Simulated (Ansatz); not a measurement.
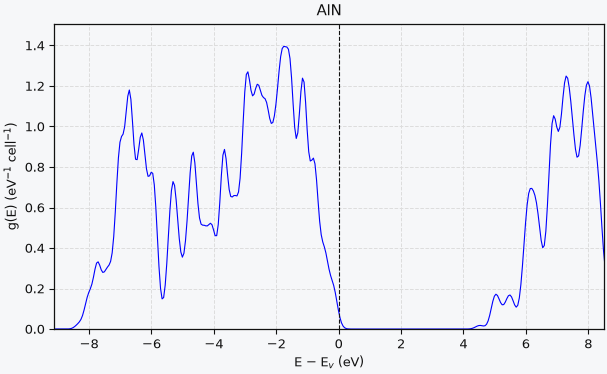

Write a caption that states what the plot shows.

Density of states of AlN, space group I4/mmm (No. 139), 2 atoms in the cell, rocksalt type, uniaxial (z) strain +1.0%. Level of theory: DFT, PBE, plane waves, PAW, no spin polarisation, 10×10×10 k mesh, Fermi-Dirac smearing of 0.02 eV; code Ansatz. Energies are counted from the top of the valence band. The curve is built from the levels of the k mesh with Gaussians 0.3 eV wide, which also blur the band edges.

There is a gap; over the k points computed it is 4.50 eV (indirect; the smallest direct gap is 5.53 eV). The upper group of valence states starts about 8.3 eV under the valence-band top, with a gap beneath it; it holds about 6 electrons a cell.
